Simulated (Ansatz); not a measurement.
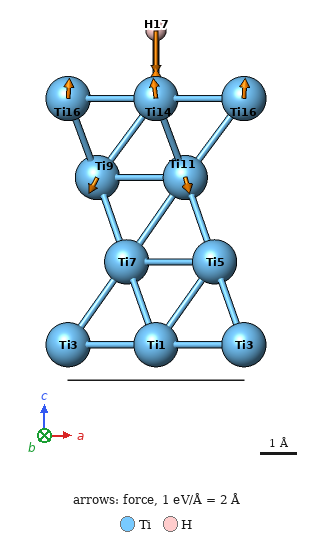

Starting geometry of a slab of composition Ti$_{16}$H (cut from the Fm-3m phase) with the computed forces as orange arrows. The picture is a ball-and-stick view of the cell of the calculation, outlined in the plane, without the vacuum (origin shifted), seen along the b axis.

Case: H put at a top Ti site. The slab is the (1 1 1) face of Ti with H on it. 8 atoms are held fixed.

Computed with DFT PBE+D3(BJ), scalar-relativistic, plane waves, PAW (Ansatz 0.2.0). Settings: plane-wave cutoff 420 eV; k-point mesh 6 × 6 × 1; occupations gaussian; smearing width 0.1 eV; no spin polarisation; dipole correction; atoms relaxed in a fixed cell; force threshold 0.03 eV/Å; at most 70 steps.

### Is this structure relaxed? If not, where do the atoms go?

It isn't relaxed: the largest force vector, on the H atom, is 0.62 eV/Å. The final displacements follow the starting forces only in part (cosine between the two patterns 0.48). Over 6 accepted moves (8 points after the start) the energy falls by 0.140 eV per cell of the calculation. Largest force component: 0.62 eV/Å at the start, 0.013 eV/Å at the end. The line search rejected the trial step at point 4 of the run. 1 step only repeated the SCF at the same geometry. The atom that moves furthest is the H atom (0.22 Å along the normal (−c)). Largest moves by element: H 0.22 Å, Ti 0.22 Å. The cell doesn't change. Some distances before and after: Ti–Ti 2.889 → 3.070 Å, Ti–Ti 2.855 → 3.019 Å, Ti–Ti 2.855 → 2.691 Å, Ti–Ti 2.766 → 2.862 Å. Cost: 2.6 min on 2 threads of Intel(R) Xeon(R) 6975P-C (Granite Rapids) (shared host), peak memory 1.5 GiB.

Limits of the set-up: the periodic images lie only 5.7 Å apart, so the values are limited by the cell's size.
